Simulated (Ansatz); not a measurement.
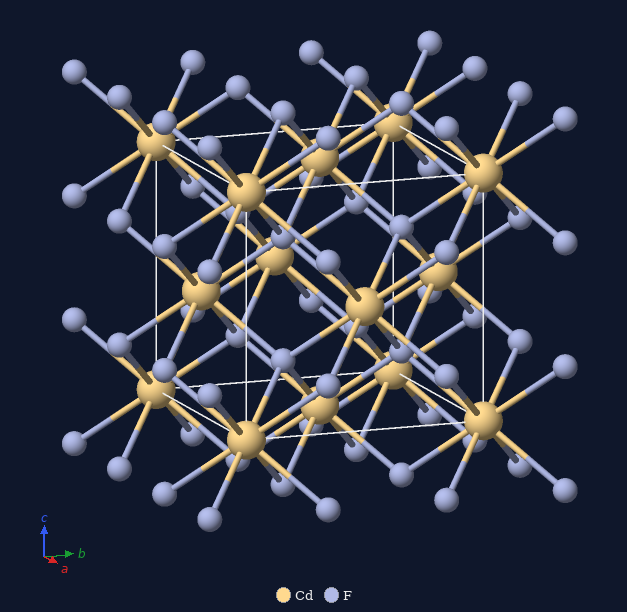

Ball-and-stick drawing of the structure, looking slightly off an axis. One conventional unit cell is framed, with atoms on its boundary repeated. The bonded neighbours beyond the faces are included.

CdF$_{2}$, fluorite (CaF₂ type), space group Fm-3m (No. 225), a = 5.091 Å, b = 5.091 Å, c = 5.091 Å, α = 90.00°, β = 90.00°, γ = 90.00°. The cell started as a structure type filled with these elements by a generator (whether the compound takes this form wasn't checked). The cell was then strained or its atoms displaced on purpose. An electronic-structure calculation with Ansatz was run on it.

This one geometry was computed with Ansatz (DFT, plane waves, PAW) at three levels of theory: r2SCAN, HSE06 and PBE. It was relaxed with r2SCAN and then strained.

**Which level gives the highest pressure at this volume, and what does that say about its equilibrium volume?**

Highest: PBE (35.3 GPa), which points to the largest equilibrium volume. Lowest, with the smallest volume: r2SCAN (28.9 GPa). Levels within 0.5 GPa of each other can't be told apart.

**How does the band gap change with the level of theory?**

PBE: a gap of 3.73 eV, indirect; r2SCAN: a gap of 4.43 eV, indirect; HSE06: a gap of 5.89 eV, indirect.

**Collect the results in a table.**

| level | cutoff (eV) | k-mesh of the run's cell | gap (eV) | pressure (GPa) |
| --- | --- | --- | --- | --- |
| r2SCAN | 500 | 8×8×8 | 4.43 | 28.9 |
| HSE06 | 420 | 6×6×6 | 5.89 | 30.2 |
| PBE | 420 | 8×8×8 | 3.73 | 35.3 |

Gaps are taken on the k-mesh or band path of each run.
